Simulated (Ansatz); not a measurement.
C12O (slab)

```
C O
1.0
     4.92995    0.00000    0.00000
    -2.46497    4.26946    0.00000
     0.00000    0.00000   26.39417
C O
24 2
Direct
  0.00000 0.00000 0.32204
  0.00000 0.50000 0.32204
  0.50000 0.00000 0.32204
  0.50000 0.50000 0.32204
  0.16667 0.33333 0.32204
  0.16667 0.83333 0.32204
  0.66667 0.33333 0.32204
  0.66667 0.83333 0.32204
  0.99640 0.98998 0.44953
  0.99640 0.48998 0.44953
  0.49640 0.98998 0.44953
  0.49640 0.48998 0.44953
  0.32973 0.15665 0.44953
  0.32973 0.65665 0.44954
  0.82973 0.15665 0.44954
  0.82974 0.65665 0.44954
  0.99720 0.98675 0.57783
  0.99724 0.48669 0.57784
  0.49736 0.98676 0.57785
  0.49730 0.48677 0.57791
  0.16388 0.32014 0.57786
  0.16395 0.82015 0.57793
  0.66405 0.32016 0.57785
  0.66402 0.82022 0.57785
  0.39305 0.29512 0.69059
  0.26311 0.00710 0.69068
```

Method: Ansatz, DFT PBE+D3(BJ), scalar-relativistic, plane waves, PAW.

What will maps of the valence pseudo-density and electron localisation function show?

C–C (1.42 Å): ρ at the midpoint is about 2 e/Å³; the ELF peaks at about 0.95 between the atoms.

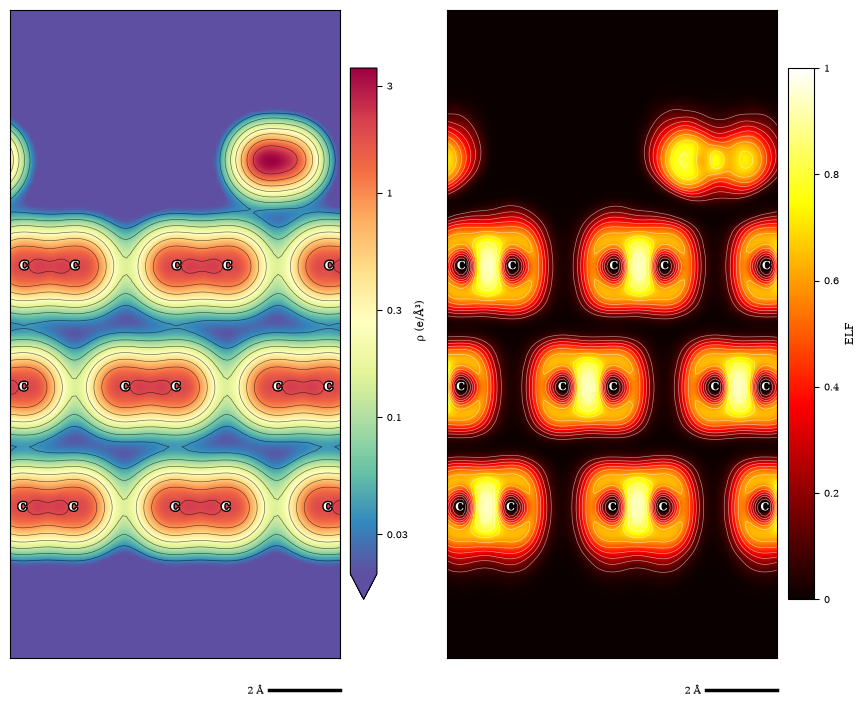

Computed valence pseudo-density and electron localisation function on the (110) plane of the calculation cell, a cut from vacuum to vacuum, in this order. Atoms just off the plane (O, 0.5 Å away) can leave unmarked features too.

Core electrons are frozen (PAW), and the valence fields are smoothed inside the atomic spheres.
